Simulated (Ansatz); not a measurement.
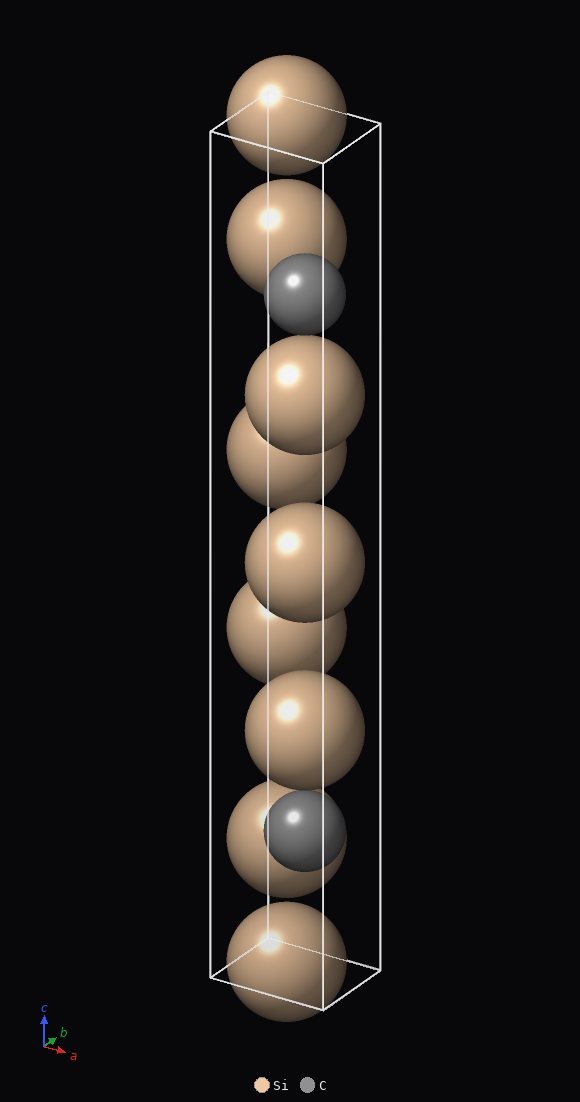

Space-filling representation of a periodic structure, projected slightly off an axis. The frame is the conventional unit cell; atoms at its boundary are shown with their periodic copies. Cell: a = 3.19 Å, b = 3.19 Å, c = 16.11 Å, α = 90.00°, β = 90.00°, γ = 120.00°.

The structure comes from a structure type filled with these elements by a generator (whether the compound takes this form wasn't checked). Earlier steps of the study may have refined or changed the cell and positions. Ansatz was used for an electronic-structure calculation on it.

Summary of the structure:

The solid is Si$_{4}$C. The space group is P-6m2 (No. 187); the lattice is primitive hexagonal. Atoms per cell: 10 (8 Si, 2 C). Each C atom is coordinated by four Si in a tetrahedral arrangement at about 1.9 Å.

Setup: DFT PBE, scalar-relativistic, plane waves, PAW in Ansatz 0.2.0; 420 eV cutoff, k-point mesh 12×12×4, Gaussian smearing of 0.1 eV, no spin polarisation.

Metal or not?

A metal: bands cross the Fermi level.

Predict the Bader charges.

Si -0.28 to +2.11 e; C -2.61 e.

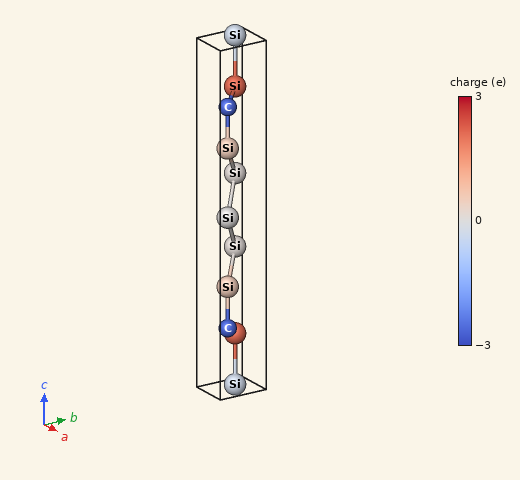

The atoms coloured by those charges. The run's cell of 10 atoms is drawn.

Is this the optimised geometry for these settings?

Yes. All forces vanish to within 0.01 eV/Å. The pressure is 0.0 GPa, close to zero.
